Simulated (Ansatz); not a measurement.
**GaN: density, localisation and related maps**

```
Ga N
1.0
     5.23038    0.00000    0.00000
    -2.61519    4.52964    0.00000
     0.00000    0.00000    3.39010
Ga N
1 1
Cartesian
  0.0000 0.0000 1.6950
  0.0000 0.0000 0.0000
```

Space group P6/mmm; a generated structure, not necessarily the stable one.

All numbers below come from Kohn-Sham DFT of a periodic cell, PBE, Ansatz PAW in Ansatz 0.2.0.

The density is the valence pseudo-density of a PAW calculation; it isn't the true density close to the nuclei.

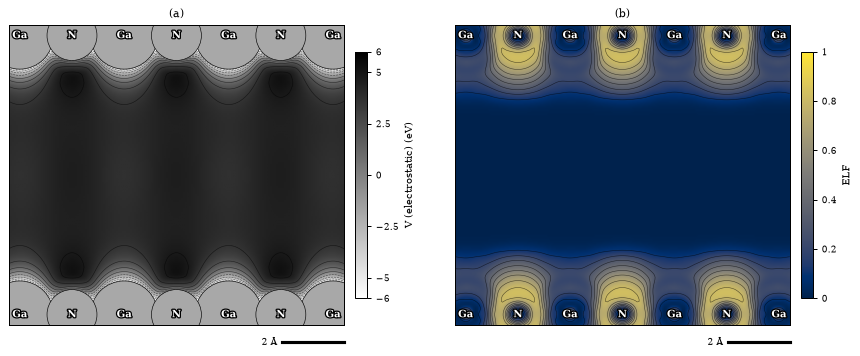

Figure 1. (a) electrostatic potential (local pseudopotential plus Hartree) felt by an electron; (b) electron localisation function on the (110) plane of the conventional cell. Grey discs cover the atomic cores in the potential map.

Q: What does the map show?

A:
- The plane passes through Ga and N nuclei.
- Ga–N (1.70 Å): the ELF peaks at about 0.75 in the valence shell of N, 0.6 Å from its nucleus, and is about 0.60 at the midpoint.
- The ELF also peaks beside N, away from the bonds: lone-pair regions.
- The features right at Ga lie inside the PAW spheres, where the map follows smoothed inner orbitals and isn't to be read closely.
- Outside the cores the potential energy rises away from the atoms and is highest about 1.4 Å from the nearest atoms; its zero is arbitrary.

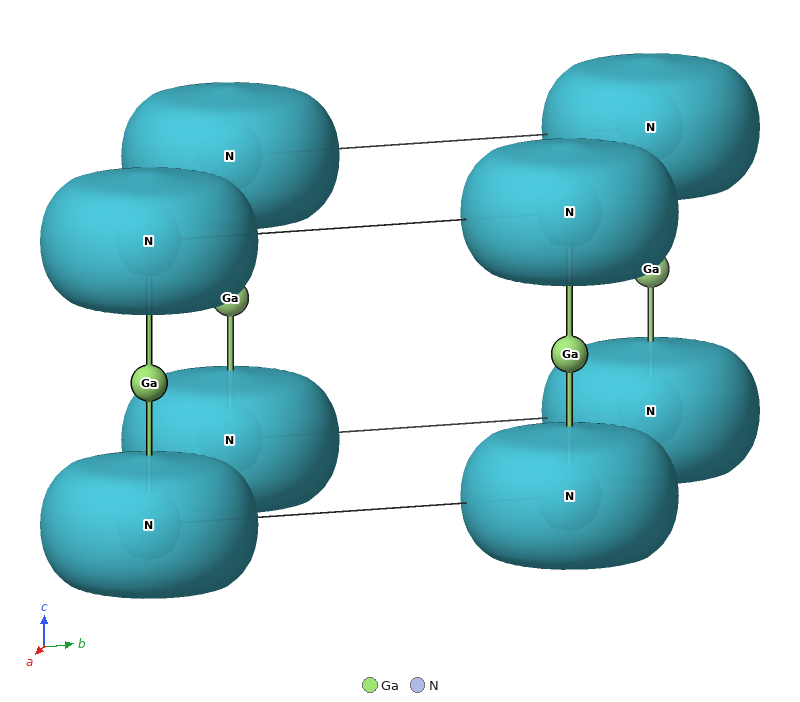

Figure 2. Isosurface of the ELF at 0.6 (cyan), seen slightly off an axis. Only the valence region is drawn (cores and ρ < 0.01 e/Å³ removed). Sticks mark near contacts.

Q: Where are the electrons localised?

A: The surface consists of one region on N in which the atom's valence shell and bonds are merged, counted in one cell of 2 atoms. Any copies at cell faces, edges or corners count once.

Q: Does the calculation give a band gap?

A: It is gapped, with a Kohn–Sham gap of 1.2 eV on the k-point mesh, an upper bound to the gap of this method.
